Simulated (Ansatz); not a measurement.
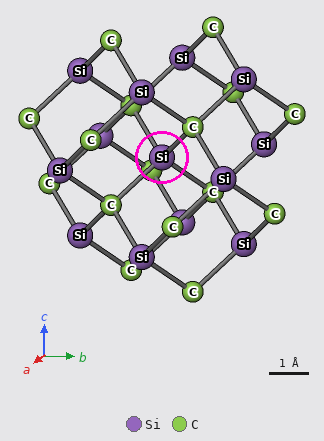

Perfect SiC. Style: ball-and-stick. Shown: the atoms within 3.8 Å of one point, slightly off an axis.

The calculation used DFT, PBEsol, PAW, plane waves in Ansatz 0.2.0. Settings: plane-wave cutoff 420 eV; k-point mesh 1 × 1 × 1; no spin polarisation. Fermi-Dirac smearing of 0.01 eV. The axes drawn are those of the host's conventional cell.

A silicon atom is taken out (a vacancy) at the ringed place, in charge state 0. The supercell has 64 sites, and the atoms are relaxed at the host's cell.

**How do the neighbours respond?**

Around the empty Si site the host had 4 C at 1.89 Å; after relaxation the nearest atoms are 4 C at 2.09 Å. Of the host's atoms, a carbon atom moves furthest from its site, by 0.20 Å.

The relaxed defect, seen from the same direction:

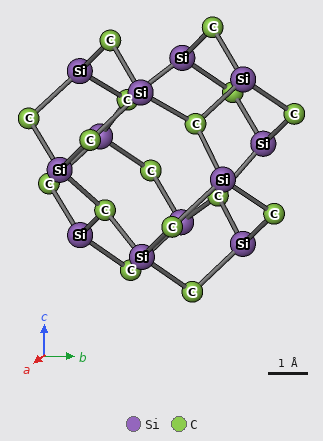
